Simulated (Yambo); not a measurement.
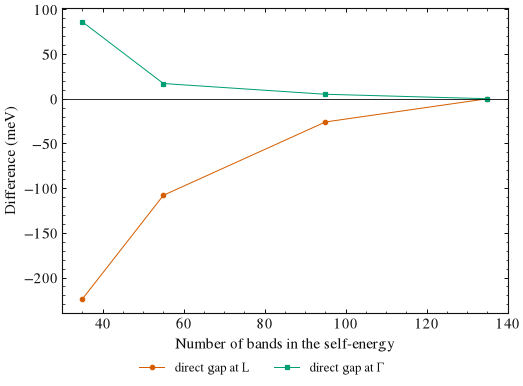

G0W0 gaps of rocksalt PbSe, space group Fm-3m (No. 225), 2 atoms in the primitive cell (cubic a = 6.121 Å) as the number of bands in the self-energy is raised, all else fixed. The plot shows differences from the last run. Method: LDA, PseudoDojo 0.4.1 SR LDA standard, no spin polarisation, no spin-orbit coupling, 4×4×4 k mesh, 1170 eV cutoff, fixed occupations (Yambo 5.3.0); in the last run, G0W0 with frequency dependence of W plasmon pole, bands in the response 135, bands in the self-energy 135, cutoff of the response matrix 6 Ry and cutoff of exchange and Vxc 86 Ry.

Which number of bands in the self-energy is enough for 10 meV?

The direct gap at L starts −224 meV from the last run and still moves by 26 meV in the last step, from 95 to 135. The direct gap at Γ starts +86 meV from the last run and still moves by 5 meV in the last step, from 95 to 135. This holds at the response cutoff of these runs; a larger one needs more bands.

| number of bands in the self-energy | direct gap at L (eV) | direct gap at Γ (eV) |
| --- | --- | --- |
| 35 | 0.430 | 7.123 |
| 55 | 0.546 | 7.054 |
| 95 | 0.628 | 7.042 |
| 135 | 0.654 | 7.037 |

The k mesh is coarse (spacing up to 0.44 Å⁻¹), so the values aren't converged. The potentials hold a filled d shell without the s and p states of that shell, which can shift GW gaps by tenths of an eV, either way. Spin-orbit coupling is left out, which matters for Pb and Se. The settings that aren't varied aren't converged either.
